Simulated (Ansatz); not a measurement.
## Electronic structure of ZrB in real space

```
CELL_PARAMETERS angstrom
3.54757 0.00000 0.00000
-1.77379 3.07229 0.00000
0.00000 0.00000 16.31003
ATOMIC_POSITIONS crystal
Zr 0.00000 0.00000 0.75000
B 0.66667 0.33333 0.82630
Zr 0.33333 0.66667 0.91336
B 0.00000 0.00000 0.00000
Zr 0.66667 0.33333 0.08664
B 0.33333 0.66667 0.17370
Zr 0.00000 0.00000 0.25000
B 0.33333 0.66667 0.32630
Zr 0.66667 0.33333 0.41336
B 0.00000 0.00000 0.50000
Zr 0.33333 0.66667 0.58664
B 0.66667 0.33333 0.67370
```

Space group P6₃/mmc; a generated structure, not necessarily the stable one.

The calculation used DFT r2SCAN, scalar-relativistic, plane waves, PAW (Ansatz).

Core electrons are frozen (PAW), and the valence fields are smoothed inside the atomic spheres.

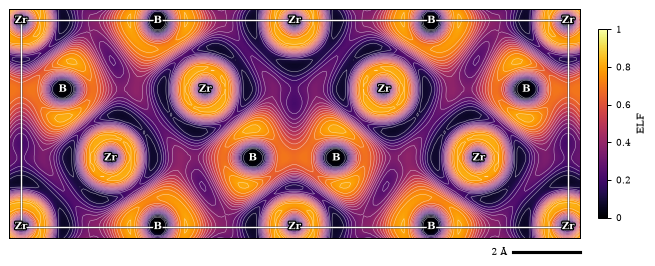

Figure 1. ELF on the (110) plane of the conventional cell.

### Describe what can be read from this map.

The plane passes through Zr and B nuclei. Zr–B (2.40 Å): the ELF peaks at about 0.70 in the valence shell of B, 0.7 Å from its nucleus, and is about 0.20 at the midpoint. Zr–B (2.49 Å): the ELF peaks at about 0.75 in the valence shell of B, 0.8 Å from its nucleus, and is about 0.25 at the midpoint. The features right at Zr lie inside the PAW spheres, where the map follows smoothed inner orbitals and isn't to be read closely.

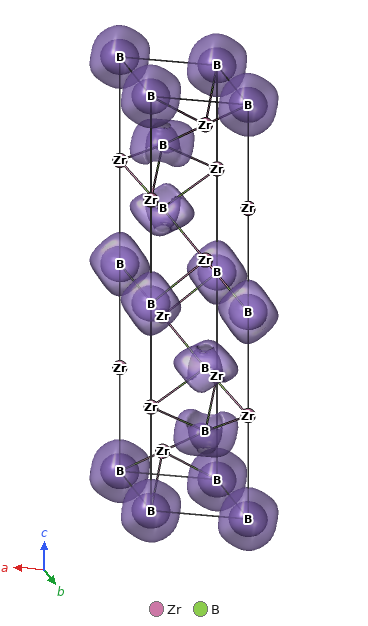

Figure 2. Isosurface of the ELF at 0.7 (purple), seen at an oblique angle. Only the valence region is drawn (cores and ρ < 0.01 e/Å³ removed). Sticks mark near contacts.

### Where are the electrons localised?

The surface consists of six regions wrapped around B (the valence shell of each), counted in one cell of 12 atoms. Regions shared between cells count once.

### Does the calculation make it a metal, or give it a gap?

It is gapless in this calculation (a metal or semimetal).
